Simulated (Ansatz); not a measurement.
## Single-point calculation of W15S28 (charge +2) (part 2 of 2)

Continued. System: W15S28 (defect cell, 43 atoms in the cell, total charge +2). Method: DFT, PBE, dispersion d3bj, plane waves, norm-conserving potentials, no spin polarisation (Ansatz 0.2.0); cutoff 1006.8 eV, 2×2×2 k-mesh, Gaussian smearing of 0.01 eV. The structure derives from a Materials Project entry.

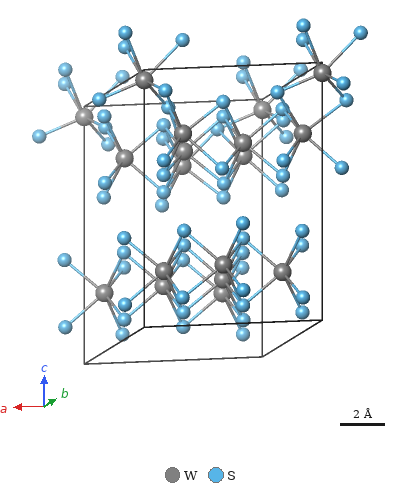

Fig. 1: The input geometry (ball-and-stick view of the cell of the calculation, seen at an oblique angle; bonded neighbours outside the cell are drawn too).

Output, continued:
```
  k-point 0: bands = ["-62.0822", "-62.0649", "-62.0552", "-62.0552", "-62.0325", "-62.0322", "-62.0253", "-62.0253", "-62.0237", "-62.0237", "-61.9775", "-61.9717", "-61.9717", "-61.9234", "-61.7715", "-26.4279", "-26.4190", "-26.4157", "-26.4157", "-26.3991", "-26.3991", "-26.3913", "-26.3773", "-26.3773", "-26.3601", "-26.3567", "-26.3421", "-26.3421", "-26.3043", "-26.3043", "-26.2997", "-26.2733", "-26.2704", "-26.2704", "-26.2699", "-26.2420", "-26.2420", "-26.2350", "-26.2350", "-26.2191",
      "-26.2124", "-26.2096", "-26.2096", "-26.2060", "-26.1957", "-26.1957", "-26.1788", "-26.1755", "-26.1755", "-26.1706", "-26.1492", "-26.1492", "-26.1324", "-26.1184", "-26.1184", "-26.0844", "-26.0844", "-26.0603", "-26.0603", "-26.0501", "-3.2474", "-2.8253", "-1.8505", "-1.8031", "-1.8031", "-1.3684", "-1.3664", "-1.3664", "-1.1484", "-1.1472", "-1.0478", "-1.0478", "-0.9606", "-0.9170", "-0.9170", "-0.8840", "-0.7508", "-0.7258", "-0.7258", "-0.6527",
      "-0.6466", "-0.6466", "-0.4966", "-0.4966", "-0.4781", "-0.4059", "-0.3976", "-0.3976", "4.6427", "5.3018", "5.6339", "5.6339", "5.7774", "5.7774", "5.8905", "5.9610", "5.9921", "5.9921", "6.0870", "6.2461", "6.2461", "6.3006", "6.6271", "6.6271", "6.6603", "6.6603", "6.7206", "6.8811", "6.8969", "6.8969", "6.9435", "7.0635", "7.0956", "7.0956", "7.1735", "7.1874", "7.1874", "7.2335", "7.2335", "7.2634",
      "7.4850", "7.4850", "7.7861", "7.8669", "7.8669", "7.9300", "7.9512", "7.9735", "7.9735", "8.0496", "8.0496", "8.1334", "8.4412", "8.4412", "8.4721", "8.5086", "8.5086", "8.5636", "8.7012", "8.9027", "8.9027", "9.1509", "9.1509", "9.1641", "9.2063", "9.2063", "9.3058", "9.3058", "9.3191", "9.3911", "9.3911", "9.4581", "9.5193", "9.5193", "9.5785", "9.7057", "9.7057", "9.8133", "9.9011", "9.9011",
      "10.0317", "10.1460", "10.1460", "10.2545", "10.2545", "10.2548", "10.2774", "10.3795", "10.3795", "10.4749", "10.4749", "10.6722", "10.9877", "11.0378", "11.0378", "11.1018", "11.1018", "11.1530", "11.1837", "11.1837", "11.1887", "11.2096", "11.2096", "11.2950", "11.3309", "12.4142", "12.8841", "12.8841", "12.9503", "13.2307", "13.2307", "13.6784", "13.8452", "13.8452", "13.8826", "14.2007", "14.2007", "14.6100", "14.6100", "14.7511",
      "14.7511", "14.7520", "14.8250", "14.8250", "14.8521", "14.9054", "14.9549", "14.9549", "15.0015", "15.0225", "15.0225", "15.0700", "15.0830", "15.0830", "15.1132", "15.1132", "15.1519", "15.1519"]
  k-point 1: bands = ["-62.0822", "-62.0649", "-62.0552", "-62.0552", "-62.0325", "-62.0322", "-62.0253", "-62.0253", "-62.0237", "-62.0237", "-61.9775", "-61.9717", "-61.9717", "-61.9234", "-61.7715", "-26.4279", "-26.4190", "-26.4157", "-26.4157", "-26.3991", "-26.3991", "-26.3913", "-26.3773", "-26.3773", "-26.3601", "-26.3567", "-26.3421", "-26.3421", "-26.3043", "-26.3043", "-26.2997", "-26.2733", "-26.2704", "-26.2704", "-26.2699", "-26.2420", "-26.2420", "-26.2350", "-26.2350", "-26.2191",
      "-26.2124", "-26.2096", "-26.2096", "-26.2060", "-26.1957", "-26.1957", "-26.1788", "-26.1755", "-26.1755", "-26.1706", "-26.1492", "-26.1492", "-26.1324", "-26.1184", "-26.1184", "-26.0844", "-26.0844", "-26.0603", "-26.0603", "-26.0501", "-3.1932", "-2.9330", "-1.8019", "-1.8019", "-1.6302", "-1.5062", "-1.3620", "-1.3620", "-1.1441", "-1.0898", "-1.0468", "-1.0381", "-1.0381", "-0.9823", "-0.9763", "-0.9763", "-0.7058", "-0.7058", "-0.6727", "-0.5704",
      "-0.5704", "-0.5364", "-0.5243", "-0.4905", "-0.4905", "-0.4719", "-0.4564", "-0.4564", "4.9430", "5.2412", "5.6258", "5.6680", "5.6680", "5.8171", "5.8171", "5.9185", "6.0139", "6.0139", "6.0496", "6.1742", "6.1742", "6.1995", "6.4902", "6.4902", "6.6340", "6.6340", "6.6763", "6.8826", "6.8962", "6.9739", "6.9739", "7.0093", "7.0426", "7.0426", "7.1845", "7.1845", "7.3200", "7.3322", "7.3322", "7.4964",
      "7.5483", "7.5483", "7.5492", "7.6296", "7.6368", "7.6368", "7.9739", "7.9739", "8.1660", "8.3251", "8.3251", "8.4937", "8.4977", "8.4977", "8.5636", "8.5772", "8.5776", "8.5776", "8.8030", "8.8030", "9.0322", "9.1502", "9.1502", "9.2019", "9.2019", "9.2765", "9.2985", "9.2985", "9.3983", "9.4265", "9.4265", "9.4659", "9.4809", "9.4809", "9.5166", "9.6801", "9.6801", "9.7007", "9.8543", "9.8543",
      "10.0245", "10.0859", "10.1061", "10.1061", "10.1136", "10.1734", "10.1734", "10.2090", "10.4102", "10.4102", "10.4485", "10.4485", "10.7465", "11.0667", "11.0667", "11.0749", "11.1281", "11.1281", "11.1882", "11.1882", "11.1931", "11.1941", "11.1941", "11.3033", "11.9258", "12.3690", "12.9013", "12.9013", "12.9298", "13.2939", "13.2939", "13.8458", "14.0384", "14.0384", "14.1637", "14.2391", "14.2391", "14.2943", "14.3233", "14.3233",
      "14.4478", "14.4478", "14.5154", "14.8246", "14.8246", "14.9519", "14.9519", "15.0331", "15.0417", "15.0654", "15.0654", "15.1023", "15.1023", "15.1543", "15.1543", "15.1692", "15.1805", "15.1805"]
  k-point 2: bands = ["-62.0817", "-62.0651", "-62.0556", "-62.0551", "-62.0332", "-62.0314", "-62.0251", "-62.0247", "-62.0243", "-62.0238", "-61.9778", "-61.9717", "-61.9714", "-61.9233", "-61.7715", "-26.4859", "-26.4391", "-26.4383", "-26.4345", "-26.4022", "-26.3884", "-26.3806", "-26.3782", "-26.3513", "-26.3491", "-26.3228", "-26.3207", "-26.3116", "-26.3055", "-26.2878", "-26.2830", "-26.2774", "-26.2723", "-26.2708", "-26.2568", "-26.2544", "-26.2445", "-26.2430", "-26.2387", "-26.2249",
      "-26.2169", "-26.2055", "-26.2014", "-26.1975", "-26.1896", "-26.1875", "-26.1840", "-26.1779", "-26.1724", "-26.1523", "-26.1500", "-26.1461", "-26.1404", "-26.1306", "-26.1120", "-26.1044", "-26.0851", "-26.0848", "-26.0757", "-26.0495", "-2.8067", "-2.5873", "-2.3269", "-2.2277", "-1.9658", "-1.6710", "-1.5228", "-1.4459", "-1.3877", "-1.3211", "-1.1109", "-1.0169", "-0.9403", "-0.8841", "-0.8489", "-0.7765", "-0.6921", "-0.6514", "-0.5634", "-0.5413",
      "-0.4860", "-0.4827", "-0.4208", "-0.3691", "-0.3456", "-0.3371", "-0.2581", "-0.2413", "4.7784", "5.2015", "5.4143", "5.4654", "5.5604", "5.6372", "5.7233", "5.8453", "5.8988", "6.0770", "6.1548", "6.1998", "6.2894", "6.2969", "6.4007", "6.4133", "6.4373", "6.5095", "6.5919", "6.6512", "6.7428", "6.8103", "6.8559", "7.0105", "7.0350", "7.1505", "7.1872", "7.2972", "7.3819", "7.4612", "7.5843", "7.7352",
      "7.7963", "7.8148", "7.8531", "7.8889", "7.8977", "7.9489", "7.9531", "7.9858", "8.0453", "8.0971", "8.2060", "8.2408", "8.3732", "8.4604", "8.5060", "8.5725", "8.6201", "8.6333", "8.6687", "8.7642", "8.7714", "8.8381", "8.8795", "8.9890", "9.0601", "9.1447", "9.3345", "9.3754", "9.4442", "9.4643", "9.5069", "9.6190", "9.6310", "9.6494", "9.7137", "9.7340", "9.7491", "9.7587", "9.8483", "9.9002",
      "9.9462", "10.0100", "10.0600", "10.1177", "10.1894", "10.2765", "10.3465", "10.3937", "10.5572", "10.6505", "10.7456", "10.8163", "10.8316", "10.8492", "10.9600", "10.9845", "11.0411", "11.0777", "11.2368", "11.2902", "11.3448", "11.4929", "11.5361", "11.5721", "11.7000", "11.7668", "12.7945", "12.8460", "13.1103", "13.1856", "13.2950", "13.7966", "13.9119", "14.0638", "14.1438", "14.3299", "14.3512", "14.4265", "14.4582", "14.4757",
      "14.5260", "14.5632", "14.6062", "14.6435", "14.6632", "14.6989", "14.7658", "14.7748", "14.8061", "14.8220", "14.8944", "14.9257", "14.9656", "14.9926", "15.0674", "15.0734", "15.1242", "15.1340"]
  k-point 3: bands = ["-62.0817", "-62.0651", "-62.0556", "-62.0551", "-62.0332", "-62.0314", "-62.0251", "-62.0247", "-62.0243", "-62.0238", "-61.9778", "-61.9717", "-61.9714", "-61.9233", "-61.7715", "-26.4859", "-26.4391", "-26.4383", "-26.4345", "-26.4022", "-26.3884", "-26.3806", "-26.3782", "-26.3513", "-26.3491", "-26.3228", "-26.3207", "-26.3116", "-26.3055", "-26.2878", "-26.2830", "-26.2774", "-26.2723", "-26.2708", "-26.2568", "-26.2544", "-26.2445", "-26.2430", "-26.2387", "-26.2249",
      "-26.2169", "-26.2055", "-26.2014", "-26.1975", "-26.1896", "-26.1875", "-26.1840", "-26.1779", "-26.1724", "-26.1523", "-26.1500", "-26.1461", "-26.1404", "-26.1306", "-26.1120", "-26.1044", "-26.0851", "-26.0848", "-26.0757", "-26.0495", "-2.7722", "-2.5525", "-2.4145", "-2.2992", "-1.9576", "-1.5939", "-1.4942", "-1.4368", "-1.3550", "-1.3164", "-1.0933", "-1.0683", "-0.9682", "-0.8424", "-0.8054", "-0.7574", "-0.7105", "-0.6413", "-0.6247", "-0.5664",
      "-0.5297", "-0.4572", "-0.4353", "-0.3731", "-0.3486", "-0.3215", "-0.2604", "-0.2459", "4.8498", "5.3032", "5.3534", "5.6044", "5.6781", "5.7584", "5.8337", "5.8833", "5.9155", "6.0209", "6.0604", "6.1015", "6.1823", "6.2046", "6.2567", "6.3033", "6.3752", "6.3853", "6.4139", "6.5643", "6.6335", "6.7115", "6.7491", "7.0182", "7.1385", "7.1843", "7.2552", "7.3450", "7.5121", "7.5638", "7.5866", "7.6474",
      "7.6936", "7.7559", "7.8420", "7.8788", "7.9290", "7.9666", "8.0066", "8.0707", "8.2700", "8.3305", "8.3615", "8.4448", "8.4912", "8.5707", "8.5929", "8.6144", "8.6452", "8.7086", "8.7299", "8.7789", "8.8019", "8.8107", "8.8361", "8.8498", "8.9841", "9.1409", "9.3390", "9.3520", "9.4023", "9.4598", "9.4990", "9.5525", "9.6206", "9.6253", "9.6456", "9.7030", "9.7179", "9.7244", "9.7466", "9.8478",
      "9.8798", "10.0143", "10.0362", "10.1372", "10.1683", "10.2103", "10.3184", "10.4451", "10.5124", "10.5597", "10.6360", "10.7376", "10.7885", "10.8303", "10.8713", "10.9573", "11.0097", "11.0313", "11.2815", "11.3497", "11.4206", "11.5849", "11.5959", "11.6287", "11.6637", "11.6818", "12.7567", "12.8498", "13.1644", "13.2608", "13.3028", "13.9900", "14.0629", "14.1991", "14.2634", "14.3091", "14.3281", "14.3629", "14.4047", "14.4233",
      "14.4485", "14.5038", "14.5196", "14.6092", "14.6577", "14.7261", "14.7391", "14.8065", "14.8249", "14.8418", "14.9054", "14.9683", "14.9955", "15.0270", "15.0552", "15.1175", "15.1933", "15.2119"]
```

Key numbers:

| quantity | value |
| --- | --- |
| outcome | converged |
| electrons treated | 376 |
| free energy | −39417.0343 eV |
| Fermi energy | 12.917 eV |
| gap on the k-point mesh | 0.03 eV |
| largest force (length of the vector) | 0.013 eV/Å |
| hardware | 4 threads of Arm Neoverse N1, 54 GiB of memory available, shared host |
| wall time | 2.1 min (CPU time 8.3 min) |
| peak memory | 4 GiB |

Settings chosen away from the usual ones: hamiltonian.pseudopotentials set to {"kind": "nc"}; basis.ecutwfc removed. Spin–orbit coupling is left out, which matters for W.
